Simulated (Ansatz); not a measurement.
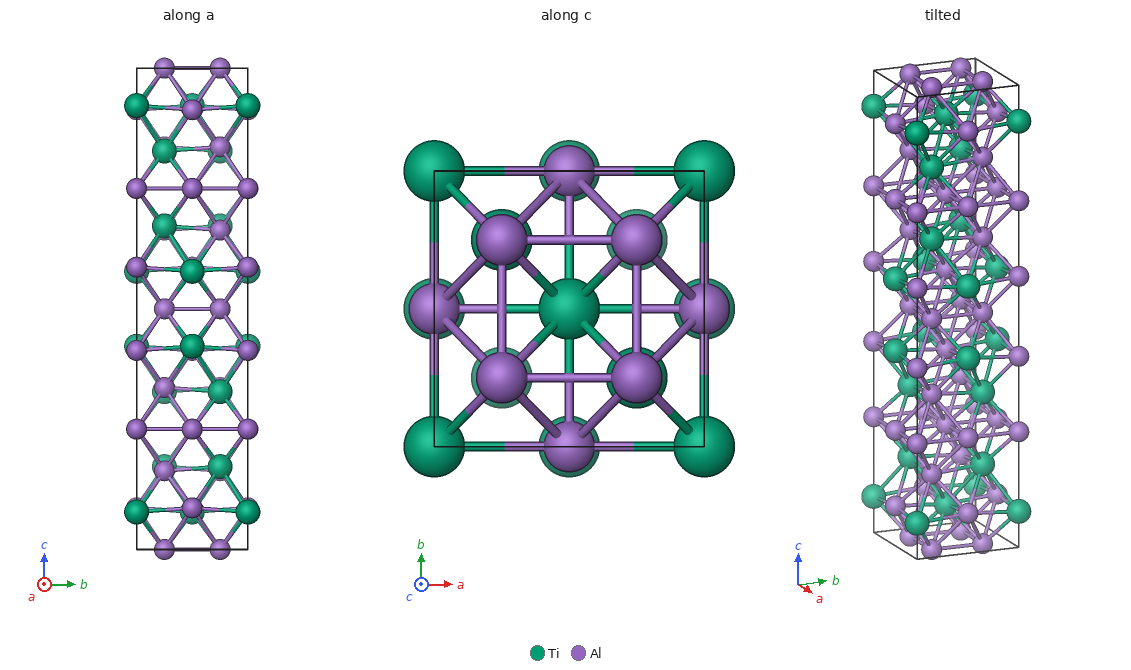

Ball-and-stick representation of a periodic structure, projected along the a axis, along the c axis and slightly off an axis. Atoms at the boundary of the conventional unit cell (the box) are drawn once for each face, edge or corner they touch. Cell: a = 5.556 Å, b = 5.670 Å, c = 24.516 Å, α = 90.00°, β = 90.00°, γ = 90.00°.

Describe the arrangement of the atoms.

- It has the composition TiAl2.
- The structure has Fddd (No. 70) symmetry and a face-centred orthorhombic lattice.
- Cell content 16 Ti, 32 Al; Z = 16.
- Neighbours within bonding distance: Ti 12 and Al 12.

The structure comes from a structure listed in the Materials Project. It was relaxed with DFT r2SCAN, scalar-relativistic, plane waves, PAW in Ansatz under a constraint or pressure on the cell, so some stress remains.
